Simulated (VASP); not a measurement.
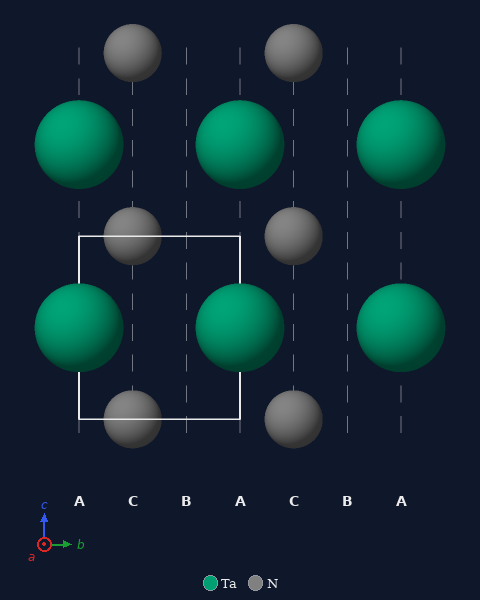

Projection along an edge of the hexagonal mesh, stacking direction c upwards. The dashed lines mark the three columns A (0, 0), B (1/3, 2/3) and C (2/3, 1/3). The sequence starts with the first layer at or above the cell's origin.

TaN. Coordinates: the end point of a relaxation with VASP Kohn-Sham DFT of a periodic cell, TPSS, VASP PAW PBE potentials, recommended in VASP.

Q: Give the sequence of layers in one repeat, with element and column.

A: N(C) – Ta(A) (two layers in 2.90 Å).
